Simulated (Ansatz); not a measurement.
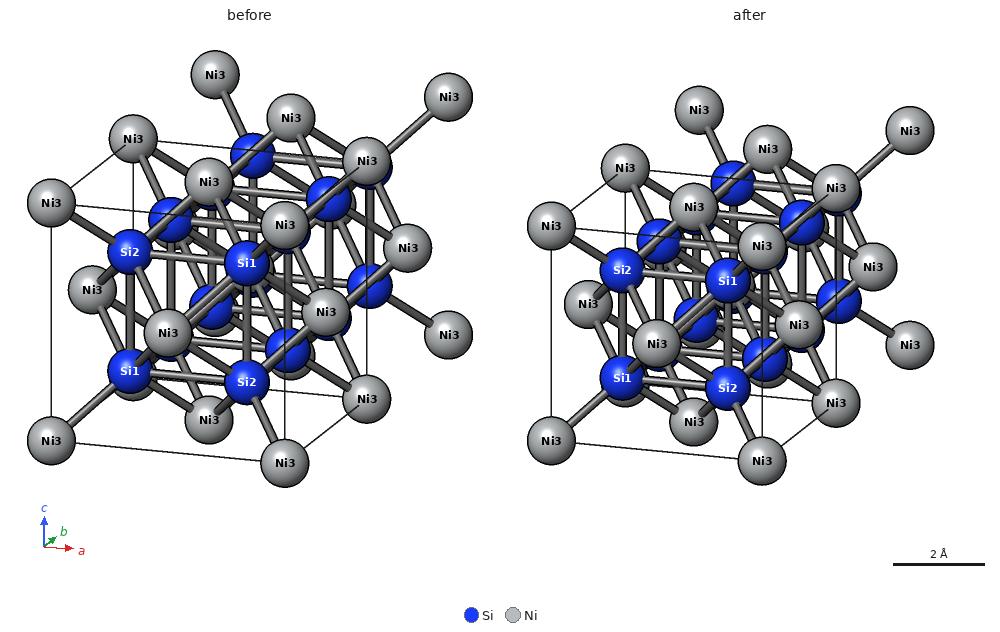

Left: solid Si2Ni (set up in Fm-3m). Right: the same structure after one change, at the same scale. The picture is a ball-and-stick view of the conventional cell (4 times the calculation's cell), repeated 1 × 2 × 1 with one cell outlined, seen slightly off an axis. Lengths and directions refer to the drawn axes.

Method: DFT PBE, scalar-relativistic, plane waves, PAW in Ansatz 0.2.0. Settings: plane-wave cutoff 420 eV; k-point mesh 14 × 14 × 14; occupations gaussian; smearing width 0.1 eV; no spin polarisation.

The crystal is put under a hydrostatic pressure of 90 GPa. Cell and atoms are relaxed at that pressure.

And its effect?

Answer. The volume changes by −26.4 %, with a = b = c 5.447 → 4.918 Å (−9.7 %). The atoms keep their places relative to the cell (all moves are under 0.005 Å). Some distances before and after: Si–Si 2.723 → 2.459 Å, Ni–Si 2.359 → 2.130 Å. The space group stays Fm-3m (No. 225). It costs 748 meV per atom. The pressure goes from 0.0 to 90.0 GPa. It is metallic before and after.
